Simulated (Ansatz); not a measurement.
# WSe2: what the fields show

Input

```
crystal:
  lattice:
    - [3.2791854394, 0.0, 0.0]
    - [-1.6395927197, 2.8398578942, 0.0]
    - [0.0, 0.0, 12.788128837]
  atoms:
    - { symbol: W, position: [0.6629765662, 0.3270649125, 0.2500753935] }
    - { symbol: W, position: [0.3268283705, 0.6620639916, 0.7519199883] }
    - { symbol: Se, position: [0.32712857, 0.6698426182, 0.3810440806] }
    - { symbol: Se, position: [0.6693942652, 0.3328681466, 0.8804428213] }
    - { symbol: Se, position: [0.3414233822, 0.6727176803, 0.1174776518] }
    - { symbol: Se, position: [0.672248846, 0.3354426508, 0.6190400644] }
basis:
  ecutwfc: 420
kpoints:
  mp_grid: { grid: [12, 12, 2] }
hamiltonian:
  xc: pbe
  dispersion: d3bj
scf:
  occupations: { method: gaussian, width: 0.05 }
output:
  forces: true
  stress: true
  eigenvalues: true
  write_density: true
  write_potential: true
  elf: true
  volumetric_format: npy
```

Command:

```sh
ansatz run input.yaml --threads 1 --pin off --max-ram 2560MiB --backend cpu --events-out ev --progress --plain --runs-dir out
```

Below, planes, directions and counts refer to the conventional cell (a = 3.28 Å, b = 3.28 Å, c = 12.79 Å, α = 90.00°, β = 90.00°, γ = 120.00°).

Space group P1; a structure from a database of computed crystals, not necessarily the ambient phase; changed on purpose from its base cell (all atoms moved at random, sigma 0.02 A a component); not relaxed (largest force 1.0 eV/Å).

Level of theory: Ansatz, DFT PBE+D3(BJ), scalar-relativistic, plane waves, PAW.

In a PAW calculation such maps are meaningful between the atoms, not at the nuclei.

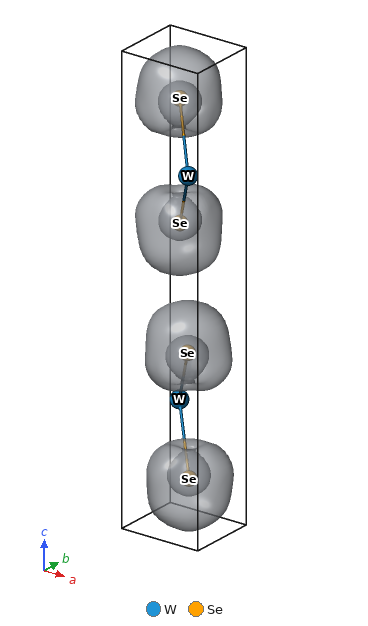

Figure 1. Isosurface of the ELF at 0.65 (grey), seen slightly off an axis. Core shells and regions of very low density are left out. Sticks mark near contacts.

What do the ELF domains correspond to?

The ELF exceeds this value in four regions wrapped around Se (the valence shell of each), counted in one cell of 6 atoms. Any copies at cell faces, edges or corners count once. Profiles from the grid: W–Se (2.49 Å): the ELF is about 0.55 at the midpoint. W–Se (2.54 Å): the ELF is about 0.55 at the midpoint.

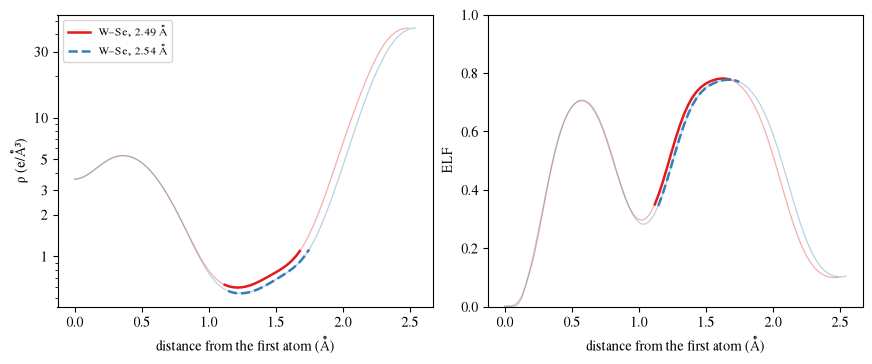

Figure 2. Valence pseudo-density and electron localisation function along straight lines between neighbouring atoms. Thin, pale parts lie inside the atomic spheres.

Compare the contacts.

W–Se (2.49 Å): ρ at the midpoint is about 0.6 e/Å³; the ELF is about 0.55 at the midpoint.
W–Se (2.54 Å): the density is about 0.54 e/Å³ at the midpoint; the ELF is about 0.55 at the midpoint.

Metal or insulator at this level of theory?

It is gapped, with a Kohn–Sham gap of 0.88 eV on the k-point mesh (the band edges may lie off the mesh, which would make the gap smaller).
